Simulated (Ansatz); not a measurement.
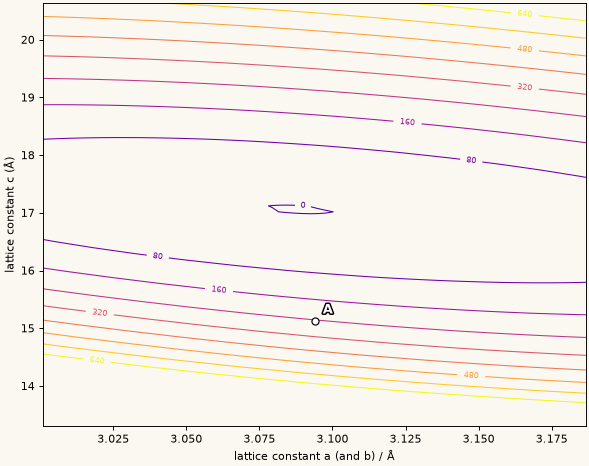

MoS2 (R3m, No. 160; 3 atoms in the cell). The energy is mapped over the lattice constants a and c of the conventional cell. The first coordinate is: lattice constant a (and b); the second: lattice constant c. Nothing is relaxed (fractional coordinates fixed). The scan uses a 5 × 5 grid. Points are written as (first, second). Energies: meV/atom, counted from the lowest grid point. The band gap closes in part of the range. These are results of DFT LDA+D3(BJ), scalar-relativistic, plane waves, PAW in Ansatz, not measurements. Settings: cutoff 420 eV, k-mesh 12×12×12, gaussian smearing 0.03 eV, no spin polarisation.

In the figure: contour lines labelled in meV/atom (none above 640), the point A. Between grid points the surface is interpolated.

Question: Is A at rest? If not, where is it pushed?

Answer: A, at (3.094 Å, 15.13 Å), is not a stationary point. The computed force is 1200 meV/atom for each Å towards larger values of lattice constant a (and b) and 280 meV/atom for each Å towards larger values of lattice constant c.

PAW datasets: the set soft_1.
